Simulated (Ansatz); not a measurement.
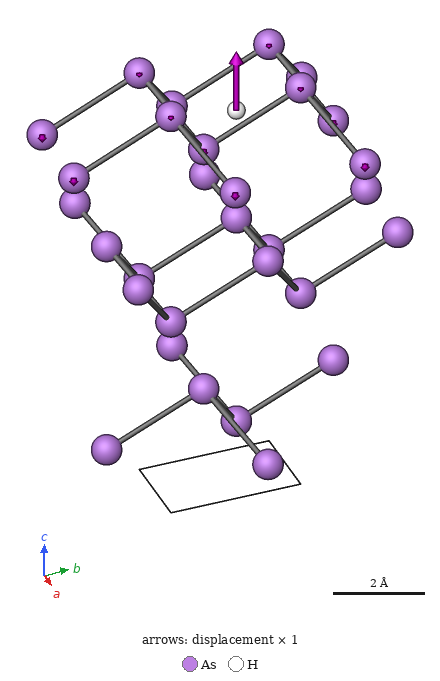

A constrained relaxation of a slab of composition As6H (cut from the R-3m phase). The starting structure is drawn; purple arrows show the displacements, at their true length.

A ball-and-stick model of the cell of the calculation, outlined in the plane, without the vacuum, seen slightly off an axis.

Case: H put at a hollow As-As-As site. The slab is the (0 0 1) face of As with H on it. 3 atoms are held fixed.

All numbers below come from DFT PBE+D3(BJ), scalar-relativistic, plane waves, PAW in Ansatz 0.2.0.

Input
```yaml
crystal:
  lattice:
    - [3.7828824949, 0.0, 0.0]
    - [-1.8914412475, 3.2760723401, 0.0]
    - [0.0, 0.0, 27.0246822174]
  atoms:
    - { symbol: As, position: [0.3333333333, 0.6666666667, 0.3145272877] }
    - { symbol: As, position: [0.6666666667, 0.3333333333, 0.3621548853] }
    - { symbol: As, position: [0.0, 0.0, 0.4391829909] }
    - { symbol: As, position: [0.3333333333, 0.6666666667, 0.4866983554] }
    - { symbol: As, position: [0.6666666667, 0.3333333333, 0.5649327863] }
    - { symbol: As, position: [0.0, 0.0, 0.613282944] }
    - { symbol: H, position: [0.3333333333, 0.6666666667, 0.5777598621] }
basis:
  ecutwfc: 420
kpoints:
  mp_grid: { grid: [9, 9, 1] }
hamiltonian:
  xc: pbe
  dispersion: d3bj
scf:
  occupations: { method: gaussian, width: 0.1 }
output:
  forces: true
  eigenvalues: true
relax:
  adjacent_minimum: "off"
  f_tol: 0.03
  max_steps: 70
  constraints: [{ sites: [0, 1, 2] }]
efield:
  axis: 3
  dipole_correction: true
```

Question: Atoms of which element are displaced furthest, and by how much?

Answer: Hydrogen: up to 1.36 Å, against 0.19 Å for arsenic.

Question: What did the optimiser do to the structure, and how much energy did it gain?

Answer: After 9 geometry steps the energy has fallen by 0.390 eV per cell of the calculation. Largest force component: 0.55 eV/Å at the start, 0.019 eV/Å at the end. The atom that moves furthest is H7 (1.36 Å along the normal (+c)). By element the largest moves are H 1.36 Å, As 0.19 Å. The cell stays as it was. Some distances before and after: As5–As6 2.545 → 2.589 Å, As3–As4 2.534 → 2.548 Å. Bond angles that change, for instance: As6–As5–As6 96.0° → 93.9°. The run took of the order of 2.7 core-minutes on a shared host.

Limits of the set-up: the periodic images lie only 3.8 Å apart, so the values are limited by the cell's size.
